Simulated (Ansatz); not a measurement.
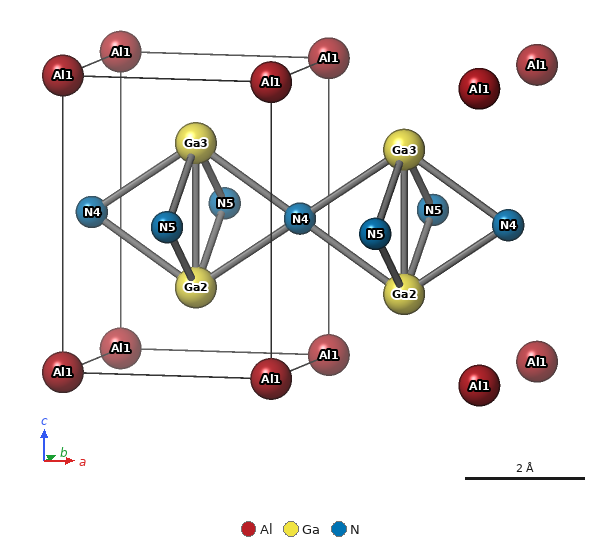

The input geometry (ball-and-stick view of the cell of the calculation, repeated 2 × 1 × 1, seen slightly off an axis; atoms are numbered from 1 in the order of the input). An atom can appear more than once, as a periodic image.

## Run report: AlGa₂N₂, geometry relaxation (part 1 of 2)

System: AlGa₂N₂ (P4/mmm, 5 atoms in the cell).
Method: DFT PBE, scalar-relativistic, plane waves, PAW, no spin polarisation (Ansatz 0.2.0).

The structure was made by a generator, so it may or may not be a known phase. Figures and captions count atoms from 1; the log counts them from 0 in places.

## Input
```yaml
crystal:
  lattice:
    - [3.6486116353, 0.0, 0.0]
    - [0.0, 3.6486116353, 0.0]
    - [0.0, 0.0, 5.045374985]
  atoms:
    - { symbol: Al, position: [0.0, 0.0, 0.0] }
    - { symbol: Ga, position: [0.5, 0.5, 0.256858027] }
    - { symbol: Ga, position: [0.5, 0.5, 0.743141973] }
    - { symbol: "N", position: [0.0, 0.5, 0.5] }
    - { symbol: "N", position: [0.5, 0.0, 0.5] }
basis:
  ecutwfc: 420
kpoints:
  mp_grid: { grid: [10, 10, 8] }
hamiltonian:
  xc: pbe
scf:
  occupations: { method: gaussian, width: 0.1 }
output:
  forces: true
  stress: true
  eigenvalues: true
  write_density: true
  write_potential: true
  elf: true
  volumetric_format: npy
relax:
  adjacent_minimum: "off"
  f_tol: 0.01
  max_steps: 80
  cell: { stress_tol: 0.05 }
```

Run as:
```bash
ansatz run input.yaml --threads 1 --pin off --max-ram 2560MiB --backend cpu --events-out ev --progress --plain --runs-dir out
```

## Log
```
Engine: ansatz 0.2.0, x86_64-unknown-linux-gnu
Pseudopotentials: kind: paw
Pseudopotential: Al, paw, valence charge 3, recommended cutoff 420 eV (normal), Al.paw.azcp
Pseudopotential: Ga, paw, valence charge 13, recommended cutoff 420 eV (normal), Ga.paw.azcp
Pseudopotential: N, paw, valence charge 5, recommended cutoff 420 eV (normal), N.paw.azcp
Functional definition: PBE
  parameter kappa = 0.804
  parameter beta = 0.06672455060314922
  exchange = pbe_x(kappa = kappa, mu = beta*pi^2/3)
  correlation = pbe_c(beta = beta)
Crystal: 5 atoms, lattice volume = 67.166 Å³
Basis set: ecut = 420 eV, 1297 PW (Γ), exchange–correlation on 50×50×72 points (8 copies of the dense FFT grid, shifted against one another)
Bands: 25, of which v1, the nominal top of the filled ones, is band 20 counted from 1 (19 counted from 0)
Symmetry: 16 space group operations
Space group: P4/mmm (ITA 123), of the structure as read, at distance tolerance 4.1e-5 Å
k-points: 105 of 800
Non-local potential: Al, projectors of the file, l = 0: 2, l = 1: 2, l = 2: 1
Non-local potential: Ga, projectors of the file, l = 0: 2, l = 1: 2, l = 2: 3, l = 3: 1
Non-local potential: N, projectors of the file, l = 0: 2, l = 1: 2, l = 2: 1
PAW form: soft (Blöchl's): semilocal exchange-correlation on the pseudo side does not see the compensation charge
PAW one-centre angular grid: Al, 110 points (default); XC on 64 Gauss nodes
PAW one-centre angular grid: Ga, 590 points (default); XC on 64 Gauss nodes
PAW one-centre angular grid: N, 110 points (default); XC on 64 Gauss nodes
Initial density: superposition of atomic densities (neutral atoms: chi_scale 0, normalization atom), corrected by the library's trained network
Initial wavefunctions: pseudopotential atomic-orbital guess
Functional: x = pbe(κ = 0.804, μ = 0.2195149727645171), c = pbe(β = 0.06672455060314922)
SCF iter   1: F=—  HF=-8866.042508 eV  |F-HF|=—  |Δ(HF+E_count)|=         —  Δρ=1.03e-2  dr2=1.66e-1  ethr=1.77e-3  ⟨swp⟩=5.6  Hψ=11058  notcnv=0
preconditioner: auto → Kerker (q_TF=auto, 2.492 Å⁻¹)  [metal: Δε(μ)=0.003 eV  Ē_g=13.454 eV  σ=0.100 eV  W_gap=0.02  n_scr=20 (ndim 8)  ℏωp=28.3 eV  f_vac=0.000  D(μ)=2.42/eV (n_scr^D=20)]
SCF iter   2: F=—  HF=-8866.025576 eV  |F-HF|=—  |Δ(HF+E_count)|=   1.69e-2  Δρ=4.77e-3  dr2=4.76e-2  ethr=4.26e-4  ⟨swp⟩=1.0  Hψ=3465  notcnv=0
SCF iter   3: F=—  HF=-8866.018446 eV  |F-HF|=—  |Δ(HF+E_count)|=   7.13e-3  Δρ=1.06e-3  dr2=1.39e-3  ethr=1.22e-4  ⟨swp⟩=1.3  Hψ=2588  notcnv=0
SCF iter   4: F=—  HF=-8866.018209 eV  |F-HF|=—  |Δ(HF+E_count)|=   2.37e-4  Δρ=6.42e-4  dr2=2.43e-4  ethr=3.56e-6  ⟨swp⟩=2.0  Hψ=4574  notcnv=0
SCF iter   5: F=—  HF=-8866.017995 eV  |F-HF|=—  |Δ(HF+E_count)|=   2.14e-4  Δρ=2.43e-4  dr2=4.76e-5  ethr=6.23e-7  ⟨swp⟩=2.0  Hψ=4426  notcnv=0
SCF iter   6: F=—  HF=-8866.018059 eV  |F-HF|=—  |Δ(HF+E_count)|=   6.46e-5  Δρ=8.53e-5  dr2=9.12e-6  ethr=1.22e-7  ⟨swp⟩=3.0  Hψ=4731  notcnv=0  defer=2
SCF iter   7: F=—  HF=-8866.018060 eV  |F-HF|=—  |Δ(HF+E_count)|=   9.88e-7  Δρ=2.54e-5  dr2=7.41e-7  ethr=2.34e-8  ⟨swp⟩=1.9  Hψ=2727  notcnv=0  defer=2
SCF iter   8: F=-8866.018060 eV  HF=-8866.018060 eV  |F-HF|=1.07e-8  |Δ(HF+E_count)|=   2.44e-7  Δρ=5.80e-6  dr2=2.99e-8  ethr=2.56e-10  ⟨swp⟩=11.1  Hψ=18562  notcnv=0
SCF 1 converged in 8 iterations: F = -8866.018060 eV  dr2 = 2.99e-8
  greatest PAW one-centre occupation: 0.995 electrons in one spin orbital (limit 2), on the Ga atom at site 2 (counted from 0), in its partial waves of l = 2
relax step   1: F+E_penalty+E_count = -8866.01806042 eV  Δ(F+E_penalty+E_count) = +0.000e0 eV  max|allowed force component| = 1.221e-1 eV/Å  Δτ_max = 0.0000 Å  P = -0.075 GPa  Ω = 67.166 Å³  (8 SCF iters, dr2 threshold 1.00e-7 eV, accepted)
Crystal: 5 atoms, lattice volume = 67.311 Å³
Initial density: handed on by an earlier stage of this run
Initial wavefunctions: those handed on with the density
iter 1 solved again at ethr=1.06e-5 eV; its pass at ethr=3.10e-3 eV (dr2=4.13e-3 eV) is discarded
SCF iter   1: F=—  HF=-8866.022580 eV  |F-HF|=—  |Δ(HF+E_count)|=         —  Δρ=1.48e-3  dr2=4.22e-3  ethr=1.06e-5  ⟨swp⟩=2.2  Hψ=13112  notcnv=0
preconditioner: auto → Kerker (q_TF=auto, 2.491 Å⁻¹)  [metal: Δε(μ)=0.020 eV  Ē_g=13.448 eV  σ=0.100 eV  W_gap=0.11  n_scr=18 (ndim 8)  ℏωp=28.3 eV  f_vac=0.000  D(μ)=2.24/eV (n_scr^D=18)]
SCF iter   2: F=—  HF=-8866.022139 eV  |F-HF|=—  |Δ(HF+E_count)|=   4.41e-4  Δρ=7.32e-4  dr2=1.31e-3  ethr=1.06e-5  ⟨swp⟩=1.0  Hψ=2625  notcnv=0
SCF iter   3: F=—  HF=-8866.021922 eV  |F-HF|=—  |Δ(HF+E_count)|=   2.17e-4  Δρ=1.41e-4  dr2=3.51e-5  ethr=3.35e-6  ⟨swp⟩=1.2  Hψ=2679  notcnv=0
SCF iter   4: F=—  HF=-8866.021969 eV  |F-HF|=—  |Δ(HF+E_count)|=   4.71e-5  Δρ=8.11e-5  dr2=4.00e-6  ethr=9.00e-8  ⟨swp⟩=2.0  Hψ=4489  notcnv=0
SCF iter   5: F=—  HF=-8866.021966 eV  |F-HF|=—  |Δ(HF+E_count)|=   3.32e-6  Δρ=3.23e-5  dr2=8.49e-7  ethr=1.03e-8  ⟨swp⟩=2.0  Hψ=4504  notcnv=0
SCF iter   6: F=-8866.021966 eV  HF=-8866.021966 eV  |F-HF|=1.12e-8  |Δ(HF+E_count)|=   1.54e-8  Δρ=9.29e-6  dr2=7.18e-8  ethr=1.28e-9  ⟨swp⟩=9.1  Hψ=19121  notcnv=0
SCF 2 converged in 6 iterations: F = -8866.021966 eV  dr2 = 7.18e-8
  greatest PAW one-centre occupation: 0.996 electrons in one spin orbital (limit 2), on the Ga atom at site 2 (counted from 0), in its partial waves of l = 2
relax step   2: F+E_penalty+E_count = -8866.02196612 eV  Δ(F+E_penalty+E_count) = -3.906e-3 eV  max|allowed force component| = 1.448e-2 eV/Å  Δτ_max = 0.0023 Å  P = -0.168 GPa  Ω = 67.311 Å³  energy of the carried Pulay correction = -2.840e-4 eV  (6 SCF iters, dr2 threshold 5.00e-7 eV, accepted)
Crystal: 5 atoms, lattice volume = 66.999 Å³
Basis set: ecut = 420 eV, 1321 PW (Γ), exchange–correlation on 50×50×72 points (8 copies of the dense FFT grid, shifted against one another)
iter 1 solved again at ethr=1.15e-5 eV; its pass at ethr=3.10e-3 eV (dr2=4.50e-3 eV) is discarded
SCF iter   1: F=—  HF=-8866.023678 eV  |F-HF|=—  |Δ(HF+E_count)|=         —  Δρ=2.20e-3  dr2=4.64e-3  ethr=1.15e-5  ⟨swp⟩=1.6  Hψ=15909  notcnv=0
preconditioner: auto → Kerker (q_TF=auto, 2.493 Å⁻¹)  [metal: Δε(μ)=0.016 eV  Ē_g=13.507 eV  σ=0.100 eV  W_gap=0.09  n_scr=18 (ndim 8)  ℏωp=28.3 eV  f_vac=0.000  D(μ)=2.35/eV (n_scr^D=18)]
SCF iter   2: F=—  HF=-8866.023235 eV  |F-HF|=—  |Δ(HF+E_count)|=   4.43e-4  Δρ=1.23e-3  dr2=1.71e-3  ethr=1.15e-5  ⟨swp⟩=1.0  Hψ=2625  notcnv=0
SCF iter   3: F=—  HF=-8866.022986 eV  |F-HF|=—  |Δ(HF+E_count)|=   2.49e-4  Δρ=2.35e-4  dr2=5.84e-5  ethr=4.38e-6  ⟨swp⟩=2.2  Hψ=3088  notcnv=0
SCF iter   4: F=—  HF=-8866.023017 eV  |F-HF|=—  |Δ(HF+E_count)|=   3.05e-5  Δρ=1.78e-4  dr2=1.99e-5  ethr=1.50e-7  ⟨swp⟩=2.2  Hψ=4537  notcnv=0
SCF iter   5: F=—  HF=-8866.023001 eV  |F-HF|=—  |Δ(HF+E_count)|=   1.61e-5  Δρ=4.73e-5  dr2=1.97e-6  ethr=5.11e-8  ⟨swp⟩=2.0  Hψ=4605  notcnv=0
SCF iter   6: F=-8866.023001 eV  HF=-8866.023001 eV  |F-HF|=7.09e-8  |Δ(HF+E_count)|=   1.73e-7  Δρ=1.80e-5  dr2=1.91e-7  ethr=1.28e-9  ⟨swp⟩=11.0  Hψ=22348  notcnv=0
SCF 3 converged in 6 iterations: F = -8866.023001 eV  dr2 = 1.91e-7
relax step   3: F+E_penalty+E_count = -8866.02300063 eV  Δ(F+E_penalty+E_count) = -1.035e-3 eV  max|allowed force component| = 3.691e-3 eV/Å  Δτ_max = 0.0088 Å  P = +0.296 GPa  Ω = 66.999 Å³  energy of the carried Pulay correction = +3.271e-4 eV  (6 SCF iters, dr2 threshold 5.00e-7 eV, accepted)
Crystal: 5 atoms, lattice volume = 67.218 Å³
Basis set: ecut = 420 eV, 1313 PW (Γ), exchange–correlation on 50×50×72 points (8 copies of the dense FFT grid, shifted against one another)
iter 1 solved again at ethr=3.43e-6 eV; its pass at ethr=3.10e-3 eV (dr2=1.34e-3 eV) is discarded
SCF iter   1: F=—  HF=-8866.024918 eV  |F-HF|=—  |Δ(HF+E_count)|=         —  Δρ=1.20e-3  dr2=1.17e-3  ethr=3.43e-6  ⟨swp⟩=1.9  Hψ=14501  notcnv=0
preconditioner: auto → Kerker (q_TF=auto, 2.492 Å⁻¹)  [metal: Δε(μ)=0.013 eV  Ē_g=13.465 eV  σ=0.100 eV  W_gap=0.08  n_scr=18 (ndim 8)  ℏωp=28.3 eV  f_vac=0.000  D(μ)=2.23/eV (n_scr^D=18)]
SCF iter   2: F=—  HF=-8866.024806 eV  |F-HF|=—  |Δ(HF+E_count)|=   1.11e-4  Δρ=6.68e-4  dr2=4.25e-4  ethr=3.00e-6  ⟨swp⟩=1.0  Hψ=2625  notcnv=0
SCF iter   3: F=—  HF=-8866.024792 eV  |F-HF|=—  |Δ(HF+E_count)|=   1.44e-5  Δρ=1.14e-4  dr2=1.40e-5  ethr=1.09e-6  ⟨swp⟩=2.4  Hψ=3716  notcnv=0
SCF iter   4: F=—  HF=-8866.024791 eV  |F-HF|=—  |Δ(HF+E_count)|=   1.19e-6  Δρ=8.12e-5  dr2=3.72e-6  ethr=3.59e-8  ⟨swp⟩=2.3  Hψ=4525  notcnv=0
iter 5 did not close the SCF: its close was put off for the readings that it lacked (scf_convergence_deferred on its scf_iter line)
SCF iter   5: F=-8866.024787 eV  HF=-8866.024787 eV  |F-HF|=1.13e-7  |Δ(HF+E_count)|=   3.52e-6  Δρ=1.97e-5  dr2=3.67e-7  ethr=9.54e-9  ⟨swp⟩=2.0  Hψ=4553  notcnv=0
SCF iter   6: F=-8866.024787 eV  HF=-8866.024787 eV  |F-HF|=3.47e-9  |Δ(HF+E_count)|=   3.07e-8  Δρ=6.31e-6  dr2=2.68e-8  ethr=9.41e-10  ⟨swp⟩=6.2  Hψ=17461  notcnv=0
SCF 4 converged in 6 iterations: F = -8866.024787 eV  dr2 = 2.68e-8
relax step   4: F+E_penalty+E_count = -8866.02478717 eV  Δ(F+E_penalty+E_count) = -1.787e-3 eV  max|allowed force component| = 3.791e-3 eV/Å  Δτ_max = 0.0053 Å  P = -0.032 GPa  Ω = 67.218 Å³  energy of the carried Pulay correction = -1.021e-4 eV  (6 SCF iters, dr2 threshold 5.00e-7 eV, accepted)
Crystal: 5 atoms, lattice volume = 67.198 Å³
Basis set: ecut = 420 eV, 1329 PW (Γ), exchange–correlation on 50×50×72 points (8 copies of the dense FFT grid, shifted against one another)
iter 1 solved again at ethr=6.12e-8 eV; its pass at ethr=3.10e-3 eV (dr2=2.39e-5 eV) is discarded
SCF iter   1: F=—  HF=-8866.024863 eV  |F-HF|=—  |Δ(HF+E_count)|=         —  Δρ=2.13e-4  dr2=2.50e-5  ethr=6.12e-8  ⟨swp⟩=2.8  Hψ=14161  notcnv=0
preconditioner: auto → Kerker (q_TF=auto, 2.492 Å⁻¹)  [metal: Δε(μ)=0.002 eV  Ē_g=13.472 eV  σ=0.100 eV  W_gap=0.01  n_scr=18 (ndim 8)  ℏωp=28.3 eV  f_vac=0.000  D(μ)=2.27/eV (n_scr^D=18)]
SCF iter   2: F=—  HF=-8866.024905 eV  |F-HF|=—  |Δ(HF+E_count)|=   4.18e-5  Δρ=1.18e-4  dr2=9.86e-6  ethr=6.12e-8  ⟨swp⟩=1.0  Hψ=2625  notcnv=0
SCF iter   3: F=—  HF=-8866.024904 eV  |F-HF|=—  |Δ(HF+E_count)|=   1.27e-6  Δρ=2.18e-5  dr2=4.59e-7  ethr=2.53e-8  ⟨swp⟩=2.7  Hψ=4656  notcnv=0
SCF iter   4: F=—  HF=-8866.024903 eV  |F-HF|=—  |Δ(HF+E_count)|=   1.60e-7  Δρ=1.42e-5  dr2=1.51e-7  ethr=1.18e-9  ⟨swp⟩=2.0  Hψ=3970  notcnv=0
iter 5 did not close the SCF: its close was put off for the readings that it lacked (scf_convergence_deferred on its scf_iter line)
SCF iter   5: F=-8866.024903 eV  HF=-8866.024903 eV  |F-HF|=7.95e-9  |Δ(HF+E_count)|=   6.78e-8  Δρ=3.65e-6  dr2=1.50e-8  ethr=3.88e-10  ⟨swp⟩=2.0  Hψ=4525  notcnv=0
SCF iter   6: F=-8866.024903 eV  HF=-8866.024903 eV  |F-HF|=9.64e-11  |Δ(HF+E_count)|=  9.91e-10  Δρ=1.04e-6  dr2=9.36e-10  ethr=3.85e-11  ⟨swp⟩=5.4  Hψ=15953  notcnv=0
SCF 5 converged in 6 iterations: F = -8866.024903 eV  dr2 = 9.36e-10
relax step   5: F+E_penalty+E_count = -8866.02490336 eV  Δ(F+E_penalty+E_count) = -1.162e-4 eV  max|allowed force component| = 2.916e-3 eV/Å  Δτ_max = 0.0011 Å  P = -0.010 GPa  Ω = 67.198 Å³  energy of the carried Pulay correction = -6.373e-5 eV  (6 SCF iters, dr2 threshold 7.95e-8 eV, accepted)
Initial wavefunctions: pseudopotential atomic-orbital guess (no wavefunctions were taken with the density)
iter 1 solved again at ethr=6.62e-8 eV; its pass at ethr=3.10e-3 eV (dr2=2.58e-5 eV) is discarded
SCF iter   1: F=—  HF=-8866.024952 eV  |F-HF|=—  |Δ(HF+E_count)|=         —  Δρ=3.19e-4  dr2=1.71e-6  ethr=6.62e-8  ⟨swp⟩=3.1  Hψ=18345  notcnv=0
preconditioner: auto → Kerker (q_TF=auto, 2.492 Å⁻¹)  [metal: Δε(μ)=0.004 eV  Ē_g=13.471 eV  σ=0.100 eV  W_gap=0.02  n_scr=18 (ndim 8)  ℏωp=28.3 eV  f_vac=0.000  D(μ)=2.27/eV (n_scr^D=18)]
SCF iter   2: F=—  HF=-8866.025260 eV  |F-HF|=—  |Δ(HF+E_count)|=   3.08e-4  Δρ=1.62e-4  dr2=4.40e-7  ethr=4.38e-9  ⟨swp⟩=1.6  Hψ=2824  notcnv=0
SCF iter   3: F=—  HF=-8866.025355 eV  |F-HF|=—  |Δ(HF+E_count)|=   9.52e-5  Δρ=2.16e-6  dr2=1.09e-9  ethr=1.13e-9  ⟨swp⟩=2.1  Hψ=3753  notcnv=0
SCF iter   4: F=—  HF=-8866.025355 eV  |F-HF|=—  |Δ(HF+E_count)|=   2.97e-9  Δρ=9.18e-7  dr2=3.11e-10  ethr=2.81e-12  ⟨swp⟩=2.0  Hψ=4669  notcnv=0
SCF iter   5: F=—  HF=-8866.025355 eV  |F-HF|=—  |Δ(HF+E_count)|=  4.73e-11  Δρ=3.83e-7  dr2=9.69e-11  ethr=1.00e-12  ⟨swp⟩=2.0  Hψ=3882  notcnv=0
SCF iter   6: F=-8866.025355 eV  HF=-8866.025355 eV  |F-HF|=1.82e-12  |Δ(HF+E_count)|=  3.09e-11  Δρ=1.79e-7  dr2=2.60e-11  ethr=1.00e-12  ⟨swp⟩=5.1  Hψ=11284  notcnv=0
SCF 6 converged in 6 iterations: F = -8866.025355 eV  dr2 = 2.60e-11
relax step   6: F+E_penalty+E_count = -8866.02535505 eV  Δ(F+E_penalty+E_count) = -4.517e-4 eV  max|allowed force component| = 2.999e-3 eV/Å  Δτ_max = 0.0000 Å  P = -0.006 GPa  Ω = 67.198 Å³  stress off target by 5.90e-2 GPa  SCF on the basis re-selected at this cell (its energy is not comparable with the rows above)  (6 SCF iters)
basis re-selected at this cell: Δ(F+E_penalty+E_count) = -4.517e-4 eV, ΔP = +0.004 GPa vs the last step (what re-selecting the basis moved, of the pressure what is left beyond the Pulay correction that the steps carried, after the strain that the cell walked since its last selection, with what the two solves' SCF thresholds leave and, on support functions, any second-order correction that the steps lacked; it is no measure of the basis error at this ecutwfc). This SCF's stress stands 5.90e-2 GPa from its target on what of the cell is left free (relax.cell.stress_tol is 5.00e-2 GPa) and its largest allowed force component is 3.00e-3 eV/Å (relax.f_tol is 1.00e-2 eV/Å): not within both, so this SCF does not close the relaxation
Crystal: 5 atoms, lattice volume = 67.195 Å³
iter 1 solved again at ethr=1.46e-8 eV; its pass at ethr=3.10e-3 eV (dr2=5.71e-6 eV) is discarded
SCF iter   1: F=—  HF=-8866.025326 eV  |F-HF|=—  |Δ(HF+E_count)|=         —  Δρ=6.14e-5  dr2=5.71e-6  ethr=1.46e-8  ⟨swp⟩=2.1  Hψ=12844  notcnv=0
preconditioner: auto → Kerker (q_TF=auto, 2.492 Å⁻¹)  [metal: Δε(μ)=0.005 eV  Ē_g=13.474 eV  σ=0.100 eV  W_gap=0.03  n_scr=18 (ndim 8)  ℏωp=28.3 eV  f_vac=0.000  D(μ)=2.27/eV (n_scr^D=18)]
SCF iter   2: F=—  HF=-8866.025369 eV  |F-HF|=—  |Δ(HF+E_count)|=   4.38e-5  Δρ=3.37e-5  dr2=2.04e-6  ethr=1.46e-8  ⟨swp⟩=1.0  Hψ=2625  notcnv=0
SCF iter   3: F=—  HF=-8866.025369 eV  |F-HF|=—  |Δ(HF+E_count)|=   3.36e-7  Δρ=6.79e-6  dr2=5.62e-8  ethr=5.24e-9  ⟨swp⟩=1.5  Hψ=2683  notcnv=0
SCF iter   4: F=—  HF=-8866.025369 eV  |F-HF|=—  |Δ(HF+E_count)|=   1.09e-8  Δρ=5.39e-6  dr2=1.80e-8  ethr=1.44e-10  ⟨swp⟩=2.0  Hψ=4526  notcnv=0
iter 5 did not close the SCF: its close was put off for the readings that it lacked (scf_convergence_deferred on its scf_iter line)
SCF iter   5: F=-8866.025369 eV  HF=-8866.025369 eV  |F-HF|=5.26e-10  |Δ(HF+E_count)|=   1.47e-8  Δρ=1.60e-6  dr2=2.13e-9  ethr=4.62e-11  ⟨swp⟩=2.0  Hψ=4493  notcnv=0
SCF iter   6: F=-8866.025369 eV  HF=-8866.025369 eV  |F-HF|=3.27e-11  |Δ(HF+E_count)|=  1.82e-11  Δρ=5.26e-7  dr2=1.71e-10  ethr=5.46e-12  ⟨swp⟩=4.5  Hψ=13870  notcnv=0
SCF 7 converged in 6 iterations: F = -8866.025369 eV  dr2 = 1.71e-10
relax step   7: F+E_penalty+E_count = -8866.02536910 eV  Δ(F+E_penalty+E_count) = -1.405e-5 eV  max|allowed force component| = 2.085e-5 eV/Å  Δτ_max = 0.0001 Å  P = +0.003 GPa  Ω = 67.195 Å³  energy of the carried Pulay correction = +6.231e-6 eV  (6 SCF iters, dr2 threshold 8.70e-9 eV, accepted)
iter 1 solved again at ethr=6.10e-8 eV; its pass at ethr=3.10e-3 eV (dr2=2.38e-5 eV) is discarded
```
